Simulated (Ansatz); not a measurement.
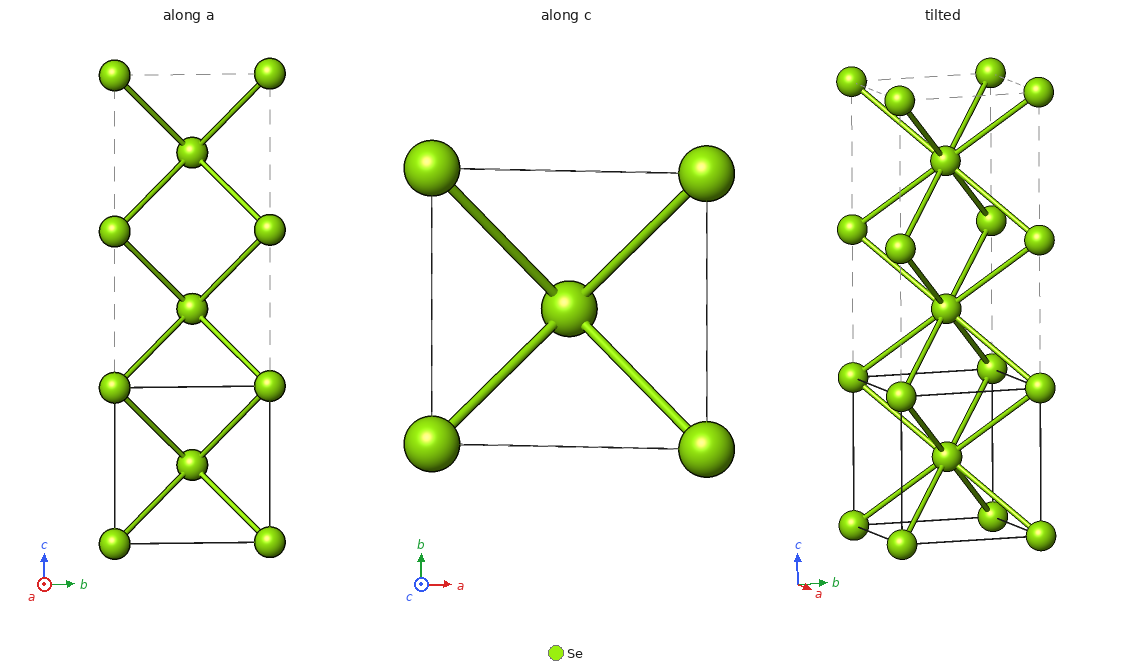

Drawn in the ball-and-stick manner and seen along the a axis, along the c axis and slightly off an axis. 1×1×3 cells are drawn; the solid outline is the drawn cell (a repeat of the simulation cell).

Notes on the structure:

- The element is selenium.
- Strictly the space group is P-1 (No. 2, within 0.01 Å). It is a distorted form of a body-centred cubic structure, space group Im-3m (No. 229) within 0.25 Å: body-centred cubic (W type).
- The cell holds two atoms.

Origin of the cell: a structure listed in the Materials Project. The cell was then strained or its atoms displaced on purpose. An electronic-structure calculation with Ansatz was run on it.
